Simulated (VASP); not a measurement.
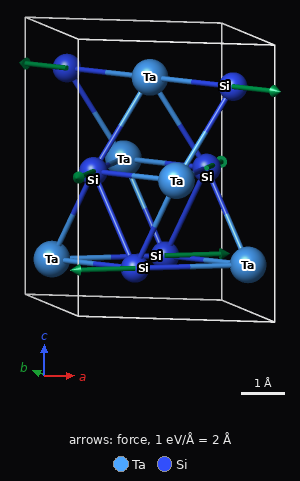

Starting geometry of solid TaSi2 (set up in P6_222) with the computed forces as green arrows. The picture is a ball-and-stick view of the cell of the calculation, seen slightly off an axis.

The run lets cell and atoms move.

All numbers below come from Kohn-Sham DFT of a periodic cell, PBE, VASP PAW PBE potentials, recommended (VASP 6.6.1).

Input file:
```
SYSTEM = TaSi2
PREC = Accurate
ENCUT = 600
EDIFF = 1E-6
ISMEAR = -1
SIGMA = 0.05
LREAL = Auto
LASPH = .TRUE.
NELM = 60
ALGO = Fast
ISIF = 3
LWAVE = .FALSE.
LCHARG = .FALSE.
GGA = PE
IBRION = 2
NSW = 40
EDIFFG = -0.01
BMIX = 2.0
```

Run as
```bash
cat potpaw_PBE.64/Ta_pv/POTCAR potpaw_PBE.64/Si/POTCAR > POTCAR
mpirun -np 1 vasp_std > vasp.out
```

Question: Is this structure relaxed? If not, where do the atoms go?

Answer: It isn't relaxed: the largest force vector, on Si atoms, is 0.80 eV/Å. The atoms end up moving mostly along the starting forces (cosine between the two patterns 1.00). Over 6 geometry steps the energy falls by 20.4 meV per atom. Largest force component: 0.8 eV/Å at the start, 0.0074 eV/Å at the end. Pressure: 3.69 GPa at the start and 0.08 GPa at the end. The largest moves relative to the cell, 0.066 Å, are those of Si atoms. Ta stays in place. The volume changes by +1.7 %, with a = b 4.780 → 4.814 Å (+0.7 %), c 6.564 → 6.579 Å (+0.2 %). Some distances before and after: Si–Si 2.759 → 2.647 Å, Si–Ta 2.760 → 2.846 Å, Si–Ta 2.587 → 2.615 Å, Si–Si 2.587 → 2.561 Å. The space group stays P6_222 (No. 180).
